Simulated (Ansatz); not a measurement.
## Molecular dynamics, with input and output: KCl (part 2 of 2)

The same run, continued: KCl (P6₃/mmc, 4 atoms in the cell); DFT, r2SCAN, plane waves, PAW, no spin polarisation (Ansatz 0.2.0); cutoff 500 eV, 6×6×2 k-mesh, Fermi–Dirac smearing of 0.112 eV. The structure was built on a prototype by a generator. The geometry comes from this level: r2SCAN. It belongs to a series of runs on one base structure; here: NVT, Nosé–Hoover thermostat at 1300 K.

Geometry of the input (Å; fractional positions):
```
5.3438  0.0000  0.0000
-2.6719  4.6279  0.0000
0.0000  0.0000  6.2392
K  0.3333  0.6667  -0.0625
K  0.6667  0.3333  0.4375
Cl 0.3333  0.6667  0.4375
Cl 0.6667  0.3333  0.9375
```

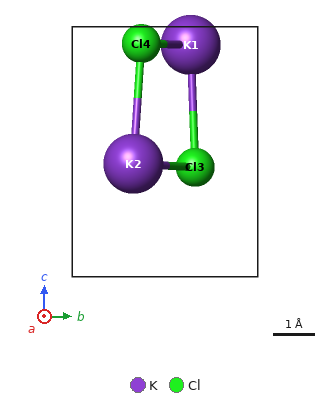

Figure 1. The geometry at step 15 of the log (ball-and-stick view of the cell of the calculation, along the a axis; atoms are numbered from 1 in the order of the input).

## File md.tsv, continued
```
7	21.000000	-5.2605275172e3	3.5970022073e-1	-5.2601686990e3	927.5884	3	nan	nan	nan	nan	nan	nan	nan	nan	nan	nan	nan	nan	nan	nan	nan	nan	nan	0.0000000000e0
8	24.000000	-5.2604871019e3	3.1990346519e-1	-5.2601685951e3	824.9612	3	nan	nan	nan	nan	nan	nan	nan	nan	nan	nan	nan	nan	nan	nan	nan	nan	nan	0.0000000000e0
9	27.000000	-5.2604452651e3	2.7884751442e-1	-5.2601684675e3	719.0869	3	nan	nan	nan	nan	nan	nan	nan	nan	nan	nan	nan	nan	nan	nan	nan	nan	nan	0.0000000000e0
10	30.000000	-5.2604041381e3	2.3864247539e-1	-5.2601683225e3	615.4069	7	nan	nan	nan	nan	nan	nan	nan	nan	nan	nan	nan	nan	nan	nan	nan	nan	nan	0.0000000000e0
11	33.000000	-5.2603660827e3	2.0161067107e-1	-5.2601681744e3	519.9099	4	nan	nan	nan	nan	nan	nan	nan	nan	nan	nan	nan	nan	nan	nan	nan	nan	nan	0.0000000000e0
12	36.000000	-5.2603334649e3	1.7007290513e-1	-5.2601680419e3	438.5809	3	nan	nan	nan	nan	nan	nan	nan	nan	nan	nan	nan	nan	nan	nan	nan	nan	nan	0.0000000000e0
13	39.000000	-5.2603083878e3	1.4609847706e-1	-5.2601679434e3	376.7561	3	nan	nan	nan	nan	nan	nan	nan	nan	nan	nan	nan	nan	nan	nan	nan	nan	nan	0.0000000000e0
14	42.000000	-5.2602924137e3	1.3124403236e-1	-5.2601678940e3	338.4497	2	nan	nan	nan	nan	nan	nan	nan	nan	nan	nan	nan	nan	nan	nan	nan	nan	nan	0.0000000000e0
15	45.000000	-5.2602863356e3	1.2633811937e-1	-5.2601679021e3	325.7984	3	nan	nan	nan	nan	nan	nan	nan	nan	nan	nan	nan	nan	nan	nan	nan	nan	nan	0.0000000000e0
16	48.000000	-5.2602900535e3	1.3136480055e-1	-5.2601679669e3	338.7612	2	nan	nan	nan	nan	nan	nan	nan	nan	nan	nan	nan	nan	nan	nan	nan	nan	nan	0.0000000000e0
17	51.000000	-5.2603025869e3	1.4547094551e-1	-5.2601680780e3	375.1378	3	nan	nan	nan	nan	nan	nan	nan	nan	nan	nan	nan	nan	nan	nan	nan	nan	nan	0.0000000000e0
18	54.000000	-5.2603222178e3	1.6709436783e-1	-5.2601682180e3	430.8999	3	nan	nan	nan	nan	nan	nan	nan	nan	nan	nan	nan	nan	nan	nan	nan	nan	nan	0.0000000000e0
19	57.000000	-5.2603467311e3	1.9418180612e-1	-5.2601683676e3	500.7525	3	nan	nan	nan	nan	nan	nan	nan	nan	nan	nan	nan	nan	nan	nan	nan	nan	nan	0.0000000000e0
20	60.000000	-5.2603736975e3	2.2444978364e-1	-5.2601685083e3	578.8070	6	nan	nan	nan	nan	nan	nan	nan	nan	nan	nan	nan	nan	nan	nan	nan	nan	nan	0.0000000000e0
21	63.000000	-5.2604007441e3	2.5563605794e-1	-5.2601686261e3	659.2296	3	nan	nan	nan	nan	nan	nan	nan	nan	nan	nan	nan	nan	nan	nan	nan	nan	nan	0.0000000000e0
22	66.000000	-5.2604257746e3	2.8570815839e-1	-5.2601687128e3	736.7790	3	nan	nan	nan	nan	nan	nan	nan	nan	nan	nan	nan	nan	nan	nan	nan	nan	nan	0.0000000000e0
23	69.000000	-5.2604471123e3	3.1300425453e-1	-5.2601687654e3	807.1697	3	nan	nan	nan	nan	nan	nan	nan	nan	nan	nan	nan	nan	nan	nan	nan	nan	nan	0.0000000000e0
24	72.000000	-5.2604635711e3	3.3630912587e-1	-5.2601687837e3	867.2679	3	nan	nan	nan	nan	nan	nan	nan	nan	nan	nan	nan	nan	nan	nan	nan	nan	nan	0.0000000000e0
25	75.000000	-5.2604744714e3	3.5487738799e-1	-5.2601687701e3	915.1514	3	nan	nan	nan	nan	nan	nan	nan	nan	nan	nan	nan	nan	nan	nan	nan	nan	nan	0.0000000000e0
26	78.000000	-5.2604796099e3	3.6841370664e-1	-5.2601687298e3	950.0586	3	nan	nan	nan	nan	nan	nan	nan	nan	nan	nan	nan	nan	nan	nan	nan	nan	nan	0.0000000000e0
27	81.000000	-5.2604792038e3	3.7702963900e-1	-5.2601686688e3	972.2772	2	nan	nan	nan	nan	nan	nan	nan	nan	nan	nan	nan	nan	nan	nan	nan	nan	nan	0.0000000000e0
28	84.000000	-5.2604738260e3	3.8119166589e-1	-5.2601685918e3	983.0101	3	nan	nan	nan	nan	nan	nan	nan	nan	nan	nan	nan	nan	nan	nan	nan	nan	nan	0.0000000000e0
29	87.000000	-5.2604643295e3	3.8165396712e-1	-5.2601685035e3	984.2023	2	nan	nan	nan	nan	nan	nan	nan	nan	nan	nan	nan	nan	nan	nan	nan	nan	nan	0.0000000000e0
30	90.000000	-5.2604517639e3	3.7938029976e-1	-5.2601684113e3	978.3390	7	nan	nan	nan	nan	nan	nan	nan	nan	nan	nan	nan	nan	nan	nan	nan	nan	nan	0.0000000000e0
```

## Trajectory as extended XYZ (Å, eV, eV/Å), 31 frames, from step=0 to step=30
```
4
Lattice="5.3438 0.0000 0.0000 -2.6719 4.6279 0.0000 0.0000 0.0000 6.2392" Properties=species:S:1:pos:R:3:forces:R:3 step=0 time_fs=0.0 energy=-5260.67290 temperature=1300.0
K     0.0000    3.0852   -0.3899    0.0000   0.0000   0.0000
K     2.6719    1.5426    2.7296    0.0000   0.0000   0.0000
Cl    0.0000    3.0852    2.7296    0.0000   0.0000   0.0000
Cl    2.6719    1.5426    5.8492    0.0000   0.0000   0.0000
4
Lattice="5.3438 0.0000 0.0000 -2.6719 4.6279 0.0000 0.0000 0.0000 6.2392" Properties=species:S:1:pos:R:3:forces:R:3 step=1 time_fs=3.0 energy=-5260.66999 temperature=1292.4
K    -0.0267    3.0725   -0.3954    0.0572   0.0450   0.0149
K     2.7024    1.5437    2.7373   -0.0665  -0.0097  -0.0223
Cl   -0.0083    3.0818    2.7305    0.0550   0.0102  -0.0085
Cl    2.6760    1.5590    5.8459   -0.0457  -0.0454   0.0159
4
Lattice="5.3438 0.0000 0.0000 -2.6719 4.6279 0.0000 0.0000 0.0000 6.2392" Properties=species:S:1:pos:R:3:forces:R:3 step=2 time_fs=6.0 energy=-5260.66108 temperature=1269.4
K    -0.0533    3.0598   -0.4008    0.1225   0.0914   0.0296
K     2.7328    1.5447    2.7449   -0.1353  -0.0260  -0.0443
Cl   -0.0165    3.0784    2.7314    0.1118   0.0263  -0.0170
Cl    2.6801    1.5753    5.8425   -0.0990  -0.0917   0.0317
4
Lattice="5.3438 0.0000 0.0000 -2.6719 4.6279 0.0000 0.0000 0.0000 6.2392" Properties=species:S:1:pos:R:3:forces:R:3 step=3 time_fs=9.0 energy=-5260.64599 temperature=1230.5
K    -0.0796    3.0474   -0.4061    0.1957   0.1398   0.0441
K     2.7628    1.5456    2.7524   -0.2063  -0.0487  -0.0658
Cl   -0.0244    3.0750    2.7322    0.1709   0.0480  -0.0255
Cl    2.6839    1.5913    5.8393   -0.1603  -0.1392   0.0471
4
Lattice="5.3438 0.0000 0.0000 -2.6719 4.6279 0.0000 0.0000 0.0000 6.2392" Properties=species:S:1:pos:R:3:forces:R:3 step=4 time_fs=12.0 energy=-5260.62470 temperature=1175.9
K    -0.1055    3.0352   -0.4113    0.2772   0.1904   0.0584
K     2.7924    1.5464    2.7598   -0.2799  -0.0774  -0.0866
Cl   -0.0319    3.0718    2.7330    0.2320   0.0751  -0.0338
Cl    2.6873    1.6070    5.8362   -0.2292  -0.1881   0.0621
4
Lattice="5.3438 0.0000 0.0000 -2.6719 4.6279 0.0000 0.0000 0.0000 6.2392" Properties=species:S:1:pos:R:3:forces:R:3 step=5 time_fs=15.0 energy=-5260.59744 temperature=1106.0
K    -0.1308    3.0235   -0.4164    0.3659   0.2431   0.0721
K     2.8214    1.5471    2.7670   -0.3557  -0.1116  -0.1065
Cl   -0.0388    3.0688    2.7337    0.2953   0.1069  -0.0421
Cl    2.6901    1.6223    5.8332   -0.3056  -0.2385   0.0765
4
Lattice="5.3438 0.0000 0.0000 -2.6719 4.6279 0.0000 0.0000 0.0000 6.2392" Properties=species:S:1:pos:R:3:forces:R:3 step=6 time_fs=18.0 energy=-5260.56474 temperature=1022.4
K    -0.1552    3.0123   -0.4214    0.4610   0.2977   0.0853
K     2.8496    1.5475    2.7739   -0.4331  -0.1504  -0.1252
Cl   -0.0450    3.0660    2.7342    0.3602   0.1428  -0.0502
Cl    2.6922    1.6369    5.8304   -0.3882  -0.2900   0.0901
4
Lattice="5.3438 0.0000 0.0000 -2.6719 4.6279 0.0000 0.0000 0.0000 6.2392" Properties=species:S:1:pos:R:3:forces:R:3 step=7 time_fs=21.0 energy=-5260.52752 temperature=927.6
K    -0.1787    3.0018   -0.4261    0.5605   0.3532   0.0979
K     2.8768    1.5476    2.7806   -0.5111  -0.1927  -0.1426
Cl   -0.0503    3.0635    2.7347    0.4256   0.1815  -0.0581
Cl    2.6933    1.6509    5.8278   -0.4750  -0.3421   0.1028
4
Lattice="5.3438 0.0000 0.0000 -2.6719 4.6279 0.0000 0.0000 0.0000 6.2392" Properties=species:S:1:pos:R:3:forces:R:3 step=8 time_fs=24.0 energy=-5260.48710 temperature=825.0
K    -0.2009    2.9920   -0.4306    0.6615   0.4085   0.1096
K     2.9030    1.5473    2.7869   -0.5881  -0.2368  -0.1585
Cl   -0.0546    3.0615    2.7350    0.4901   0.2219  -0.0657
Cl    2.6933    1.6640    5.8255   -0.5635  -0.3936   0.1145
4
Lattice="5.3438 0.0000 0.0000 -2.6719 4.6279 0.0000 0.0000 0.0000 6.2392" Properties=species:S:1:pos:R:3:forces:R:3 step=9 time_fs=27.0 energy=-5260.44527 temperature=719.1
K    -0.2217    2.9832   -0.4349    0.7606   0.4618   0.1205
K     2.9278    1.5464    2.7929   -0.6622  -0.2811  -0.1728
Cl   -0.0577    3.0601    2.7352    0.5517   0.2621  -0.0728
Cl    2.6919    1.6762    5.8235   -0.6500  -0.4428   0.1250
4
Lattice="5.3438 0.0000 0.0000 -2.6719 4.6279 0.0000 0.0000 0.0000 6.2392" Properties=species:S:1:pos:R:3:forces:R:3 step=10 time_fs=30.0 energy=-5260.40414 temperature=615.4
K    -0.2408    2.9753   -0.4390    0.8530   0.5110   0.1305
K     2.9512    1.5449    2.7986   -0.7309  -0.3233  -0.1853
Cl   -0.0594    3.0593    2.7351    0.6081   0.3001  -0.0794
Cl    2.6889    1.6873    5.8217   -0.7302  -0.4879   0.1342
4
Lattice="5.3438 0.0000 0.0000 -2.6719 4.6279 0.0000 0.0000 0.0000 6.2392" Properties=species:S:1:pos:R:3:forces:R:3 step=11 time_fs=33.0 energy=-5260.36608 temperature=519.9
K    -0.2580    2.9686   -0.4427    0.9341   0.5538   0.1394
K     2.9730    1.5427    2.8038   -0.7916  -0.3612  -0.1960
Cl   -0.0597    3.0592    2.7349    0.6570   0.3341  -0.0853
Cl    2.6841    1.6972    5.8203   -0.7995  -0.5268   0.1419
4
Lattice="5.3438 0.0000 0.0000 -2.6719 4.6279 0.0000 0.0000 0.0000 6.2392" Properties=species:S:1:pos:R:3:forces:R:3 step=12 time_fs=36.0 energy=-5260.33346 temperature=438.6
K    -0.2732    2.9631   -0.4462    0.9991   0.5881   0.1472
K     2.9931    1.5397    2.8086   -0.8420  -0.3924  -0.2050
Cl   -0.0583    3.0599    2.7345    0.6956   0.3616  -0.0902
Cl    2.6773    1.7059    5.8193   -0.8528  -0.5573   0.1479
4
Lattice="5.3438 0.0000 0.0000 -2.6719 4.6279 0.0000 0.0000 0.0000 6.2392" Properties=species:S:1:pos:R:3:forces:R:3 step=13 time_fs=39.0 energy=-5260.30839 temperature=376.8
K    -0.2863    2.9589   -0.4493    1.0436   0.6118   0.1540
K     3.0114    1.5358    2.8130   -0.8795  -0.4147  -0.2122
Cl   -0.0552    3.0615    2.7338    0.7219   0.3807  -0.0941
Cl    2.6684    1.7132    5.8186   -0.8860  -0.5778   0.1522
4
Lattice="5.3438 0.0000 0.0000 -2.6719 4.6279 0.0000 0.0000 0.0000 6.2392" Properties=species:S:1:pos:R:3:forces:R:3 step=14 time_fs=42.0 energy=-5260.29241 temperature=338.4
K    -0.2970    2.9560   -0.4521    1.0644   0.6238   0.1596
K     3.0278    1.5309    2.8169   -0.9025  -0.4263  -0.2176
Cl   -0.0504    3.0641    2.7330    0.7341   0.3897  -0.0966
Cl    2.6573    1.7192    5.8182   -0.8960  -0.5872   0.1546
4
Lattice="5.3438 0.0000 0.0000 -2.6719 4.6279 0.0000 0.0000 0.0000 6.2392" Properties=species:S:1:pos:R:3:forces:R:3 step=15 time_fs=45.0 energy=-5260.28634 temperature=325.8
K    -0.3054    2.9545   -0.4546    1.0600   0.6236   0.1641
K     3.0423    1.5251    2.8203   -0.9102  -0.4256  -0.2214
Cl   -0.0437    3.0676    2.7318    0.7313   0.3874  -0.0977
Cl    2.6440    1.7237    5.8183   -0.8811  -0.5853   0.1550
4
Lattice="5.3438 0.0000 0.0000 -2.6719 4.6279 0.0000 0.0000 0.0000 6.2392" Properties=species:S:1:pos:R:3:forces:R:3 step=16 time_fs=48.0 energy=-5260.29005 temperature=338.8
K    -0.3116    2.9544   -0.4567    1.0306   0.6117   0.1675
K     3.0548    1.5183    2.8233   -0.9025  -0.4122  -0.2237
Cl   -0.0352    3.0722    2.7305    0.7134   0.3730  -0.0972
Cl    2.6284    1.7268    5.8187   -0.8415  -0.5726   0.1534
4
Lattice="5.3438 0.0000 0.0000 -2.6719 4.6279 0.0000 0.0000 0.0000 6.2392" Properties=species:S:1:pos:R:3:forces:R:3 step=17 time_fs=51.0 energy=-5260.30259 temperature=375.1
K    -0.3154    2.9557   -0.4584    0.9781   0.5896   0.1698
K     3.0654    1.5106    2.8258   -0.8803  -0.3858  -0.2243
Cl   -0.0249    3.0776    2.7288    0.6813   0.3468  -0.0952
Cl    2.6107    1.7285    5.8195   -0.7791  -0.5506   0.1498
4
Lattice="5.3438 0.0000 0.0000 -2.6719 4.6279 0.0000 0.0000 0.0000 6.2392" Properties=species:S:1:pos:R:3:forces:R:3 step=18 time_fs=54.0 energy=-5260.32222 temperature=430.9
K    -0.3171    2.9583   -0.4598    0.9058   0.5594   0.1709
K     3.0740    1.5019    2.8277   -0.8454  -0.3471  -0.2236
Cl   -0.0128    3.0839    2.7270    0.6368   0.3092  -0.0916
Cl    2.5909    1.7288    5.8207   -0.6972  -0.5215   0.1443
4
Lattice="5.3438 0.0000 0.0000 -2.6719 4.6279 0.0000 0.0000 0.0000 6.2392" Properties=species:S:1:pos:R:3:forces:R:3 step=19 time_fs=57.0 energy=-5260.34673 temperature=500.8
K    -0.3168    2.9621   -0.4608    0.8181   0.5234   0.1710
K     3.0809    1.4925    2.8293   -0.8002  -0.2971  -0.2214
Cl    0.0009    3.0911    2.7249    0.5822   0.2614  -0.0866
Cl    2.5693    1.7279    5.8222   -0.6000  -0.4877   0.1371
4
Lattice="5.3438 0.0000 0.0000 -2.6719 4.6279 0.0000 0.0000 0.0000 6.2392" Properties=species:S:1:pos:R:3:forces:R:3 step=20 time_fs=60.0 energy=-5260.37370 temperature=578.8
K    -0.3146    2.9672   -0.4614    0.7196   0.4844   0.1699
K     3.0860    1.4822    2.8303   -0.7474  -0.2374  -0.2179
Cl    0.0161    3.0989    2.7226    0.5201   0.2049  -0.0803
Cl    2.5461    1.7258    5.8241   -0.4923  -0.4519   0.1284
4
Lattice="5.3438 0.0000 0.0000 -2.6719 4.6279 0.0000 0.0000 0.0000 6.2392" Properties=species:S:1:pos:R:3:forces:R:3 step=21 time_fs=63.0 energy=-5260.40074 temperature=659.2
K    -0.3109    2.9733   -0.4617    0.6148   0.4446   0.1676
K     3.0895    1.4714    2.8308   -0.6899  -0.1695  -0.2131
Cl    0.0328    3.1073    2.7200    0.4533   0.1413  -0.0729
Cl    2.5214    1.7226    5.8263   -0.3782  -0.4165   0.1184
4
Lattice="5.3438 0.0000 0.0000 -2.6719 4.6279 0.0000 0.0000 0.0000 6.2392" Properties=species:S:1:pos:R:3:forces:R:3 step=22 time_fs=66.0 energy=-5260.42577 temperature=736.8
K    -0.3057    2.9805   -0.4616    0.5076   0.4063   0.1642
K     3.0915    1.4601    2.8309   -0.6302  -0.0952  -0.2070
Cl    0.0507    3.1162    2.7173    0.3846   0.0724  -0.0646
Cl    2.4956    1.7183    5.8289   -0.2620  -0.3835   0.1074
4
Lattice="5.3438 0.0000 0.0000 -2.6719 4.6279 0.0000 0.0000 0.0000 6.2392" Properties=species:S:1:pos:R:3:forces:R:3 step=23 time_fs=69.0 energy=-5260.44711 temperature=807.2
K    -0.2994    2.9887   -0.4611    0.4011   0.3709   0.1596
K     3.0921    1.4484    2.8306   -0.5708  -0.0162  -0.1998
Cl    0.0697    3.1253    2.7143    0.3162  -0.0004  -0.0556
Cl    2.4689    1.7130    5.8317   -0.1465  -0.3544   0.0958
4
Lattice="5.3438 0.0000 0.0000 -2.6719 4.6279 0.0000 0.0000 0.0000 6.2392" Properties=species:S:1:pos:R:3:forces:R:3 step=24 time_fs=72.0 energy=-5260.46357 temperature=867.3
K    -0.2920    2.9978   -0.4603    0.2978   0.3396   0.1540
K     3.0915    1.4366    2.8297   -0.5135   0.0660  -0.1916
Cl    0.0898    3.1344    2.7112    0.2501  -0.0755  -0.0462
Cl    2.4415    1.7067    5.8348   -0.0344  -0.3302   0.0837
4
Lattice="5.3438 0.0000 0.0000 -2.6719 4.6279 0.0000 0.0000 0.0000 6.2392" Properties=species:S:1:pos:R:3:forces:R:3 step=25 time_fs=75.0 energy=-5260.47447 temperature=915.2
K    -0.2840    3.0078   -0.4591    0.1992   0.3129   0.1472
K     3.0896    1.4248    2.8285   -0.4597   0.1500  -0.1824
Cl    0.1106    3.1436    2.7080    0.1878  -0.1516  -0.0364
Cl    2.4138    1.6997    5.8381    0.0727  -0.3114   0.0715
4
Lattice="5.3438 0.0000 0.0000 -2.6719 4.6279 0.0000 0.0000 0.0000 6.2392" Properties=species:S:1:pos:R:3:forces:R:3 step=26 time_fs=78.0 energy=-5260.47961 temperature=950.1
K    -0.2754    3.0186   -0.4575    0.1067   0.2910   0.1395
K     3.0868    1.4133    2.8268   -0.4104   0.2343  -0.1725
Cl    0.1322    3.1524    2.7046    0.1303  -0.2273  -0.0263
Cl    2.3859    1.6917    5.8417    0.1736  -0.2980   0.0593
4
Lattice="5.3438 0.0000 0.0000 -2.6719 4.6279 0.0000 0.0000 0.0000 6.2392" Properties=species:S:1:pos:R:3:forces:R:3 step=27 time_fs=81.0 energy=-5260.47920 temperature=972.3
K    -0.2665    3.0301   -0.4557    0.0208   0.2734   0.1309
K     3.0830    1.4021    2.8247   -0.3663   0.3175  -0.1620
Cl    0.1543    3.1608    2.7011    0.0781  -0.3012  -0.0162
Cl    2.3581    1.6829    5.8454    0.2674  -0.2897   0.0473
4
Lattice="5.3438 0.0000 0.0000 -2.6719 4.6279 0.0000 0.0000 0.0000 6.2392" Properties=species:S:1:pos:R:3:forces:R:3 step=28 time_fs=84.0 energy=-5260.47383 temperature=983.0
K    -0.2574    3.0424   -0.4535   -0.0579   0.2596   0.1214
K     3.0783    1.3914    2.8222   -0.3276   0.3981  -0.1512
Cl    0.1769    3.1685    2.6975    0.0318  -0.3720  -0.0059
Cl    2.3307    1.6733    5.8493    0.3535  -0.2856   0.0356
4
Lattice="5.3438 0.0000 0.0000 -2.6719 4.6279 0.0000 0.0000 0.0000 6.2392" Properties=species:S:1:pos:R:3:forces:R:3 step=29 time_fs=87.0 energy=-5260.46433 temperature=984.2
K    -0.2483    3.0555   -0.4510   -0.1286   0.2484   0.1113
K     3.0728    1.3816    2.8194   -0.2942   0.4744  -0.1400
Cl    0.1999    3.1754    2.6939   -0.0087  -0.4380   0.0044
Cl    2.3037    1.6629    5.8533    0.4315  -0.2847   0.0243
4
Lattice="5.3438 0.0000 0.0000 -2.6719 4.6279 0.0000 0.0000 0.0000 6.2392" Properties=species:S:1:pos:R:3:forces:R:3 step=30 time_fs=90.0 energy=-5260.45176 temperature=978.3
K    -0.2394    3.0692   -0.4482   -0.1910   0.2387   0.1006
K     3.0666    1.3726    2.8162   -0.2659   0.5444  -0.1289
Cl    0.2231    3.1814    2.6902   -0.0438  -0.4976   0.0149
Cl    2.2775    1.6516    5.8575    0.5008  -0.2856   0.0134
```
